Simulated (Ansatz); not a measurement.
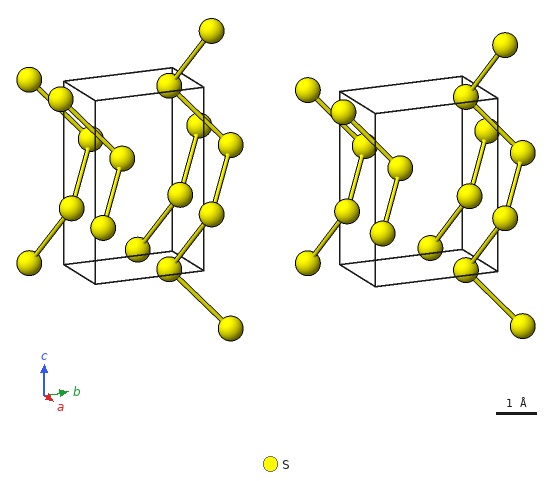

Two geometries of solid S (a generated structure, set up in P3_121) (coarse preliminary run), drawn at one scale. One is the start of a relaxation, the other its converged end. A ball-and-stick model of the cell of the calculation, seen slightly off an axis.

All numbers below come from DFT PBE+D3(BJ), scalar-relativistic, plane waves, PAW in Ansatz. Set-up: plane-wave cutoff 420 eV; k-point mesh 6 × 6 × 4; occupations gaussian; smearing width 0.1 eV; no spin polarisation; cell and atoms relaxed; force threshold 0.05 eV/Å; at most 60 steps.

Which geometry has the lower energy?

Answer. The right one is the relaxed one. Case: Se → S on all its sites, cell and atoms relaxed. After 5 accepted moves (7 points after the start) the energy has fallen by 134 meV per atom. The largest force component goes from 1.2 to 0.036 eV/Å. Pressure: −3.06 GPa at the start and 0.37 GPa at the end. The line search rejected the trial step at point 2 of the run. At 1 point the geometry stayed and the basis and grid were re-selected for the new cell (energy shift of 1.8 meV per atom at most each time). The largest moves relative to the cell, 0.19 Å, are those of S atoms. The volume changes by +20.4 %, with a = b 3.726 → 4.208 Å (+12.9 %), c 4.699 → 4.434 Å (−5.6 %). Some distances before and after: S–S 2.929 → 3.363 Å, S–S 2.237 → 2.089 Å. The space group stays P3_121 (No. 152). The run took 12 s on 1 thread of AMD EPYC 7R43 64-Core Processor (Zen 3), with other jobs on the host, peak memory 0.38 GiB.
